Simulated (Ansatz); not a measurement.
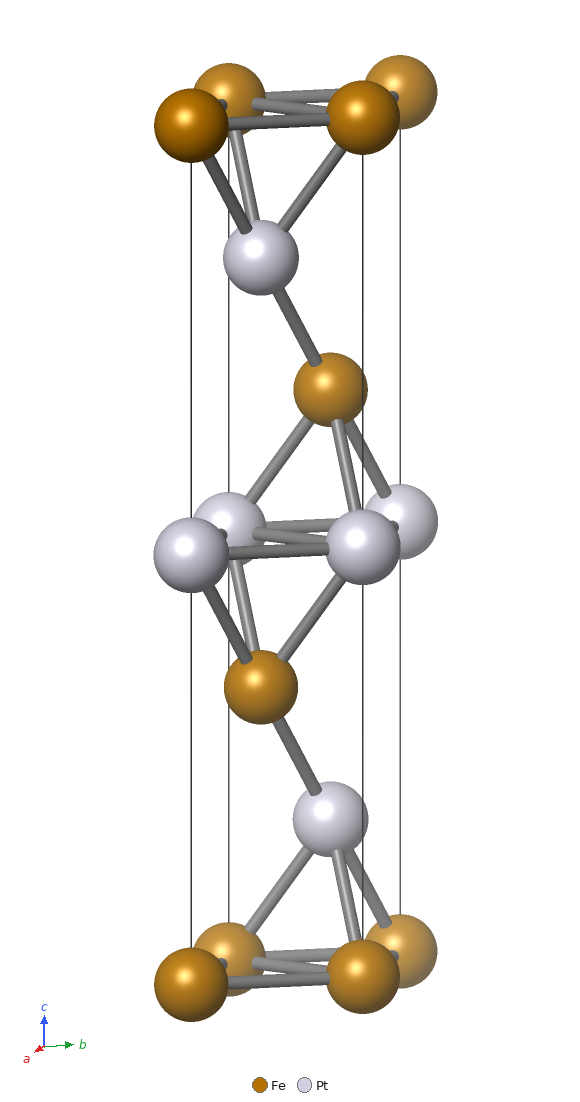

The image is a ball-and-stick drawing of a crystal, viewed slightly off an axis. The edges of the conventional unit cell are marked.

The box has a = 2.729 Å, b = 2.729 Å, c = 13.141 Å, α = 90.00°, β = 90.00°, γ = 120.00°.

Q: Which compound is drawn?

A: FePt. The cell holds 3 Fe, 3 Pt, counting shared atoms by their share.

Q: What lattice type does the structure have?

A: Rhombohedral (trigonal R) lattice; the crystal system is trigonal.

Q: Determine the space group.

A: R-3m (No. 166), with Fe on 3a and Pt on 3b.

Q: How far does the bonding extend?

A: The bonds build a three-dimensional framework.

The starting point was a textbook structure type filled with these elements (whether it is the usual form wasn't checked). This is the structure after a relaxation with DFT PBE, scalar-relativistic, plane waves, PAW in Ansatz 0.2.0.
